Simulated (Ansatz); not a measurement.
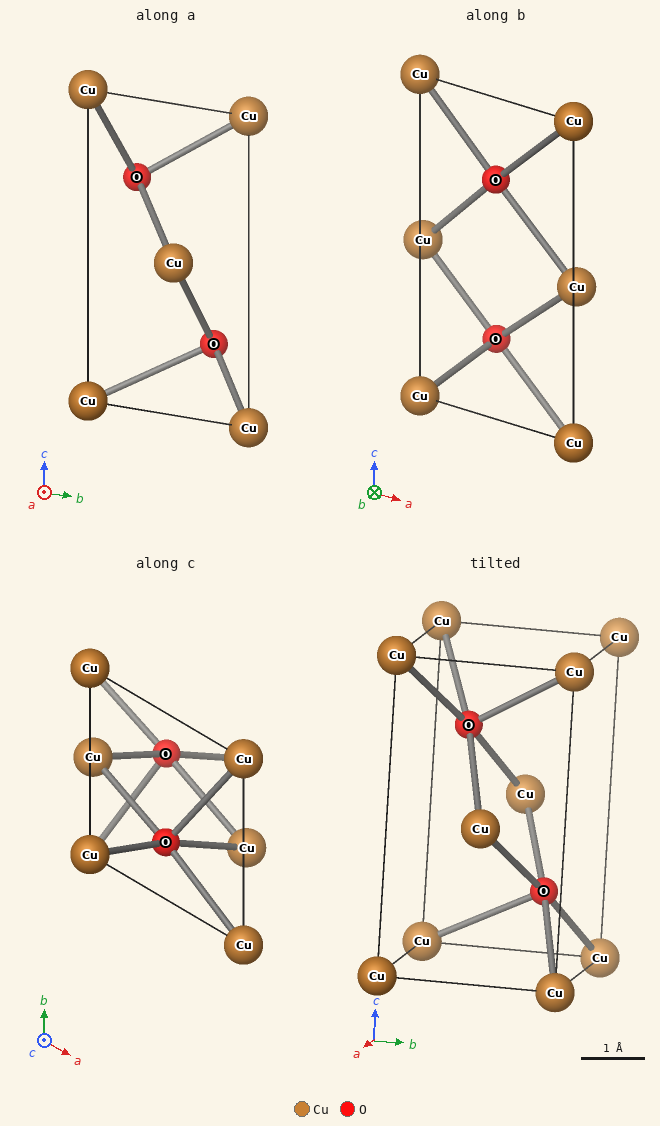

The crystal in a ball-and-stick representation, seen along the a axis, along the b axis, along the c axis and slightly off an axis. One unit cell is outlined, and atoms on its boundary appear in each equivalent place.

Lattice parameters: a = 2.9573 Å, b = 2.9952 Å, c = 5.1682 Å, α = 91.016°, β = 104.335°, γ = 119.186°.

Express the structure as a CIF in P1 with every atom of the cell, with free fractional coordinates to two decimals.

Answer.
```cif
data_structure
_symmetry_space_group_name_H-M 'P 1'
_symmetry_Int_Tables_number 1
_cell_length_a 2.9573
_cell_length_b 2.9952
_cell_length_c 5.1682
_cell_angle_alpha 91.016
_cell_angle_beta 104.335
_cell_angle_gamma 119.186
_cell_volume 38.20
loop_
_atom_site_label
_atom_site_type_symbol
_atom_site_fract_x
_atom_site_fract_y
_atom_site_fract_z
_atom_site_occupancy
Cu1 Cu 0.00 0.00 0.00 1
Cu2 Cu 0.02 0.53 0.49 1
O1 O 0.50 0.78 0.25 1
O2 O 0.49 0.31 0.75 1
```

Its origin is a structure type filled with these elements by a generator (whether the compound takes this form wasn't checked). Earlier steps of the study may have refined or changed the cell and positions. It was set up as input for a calculation with Ansatz.
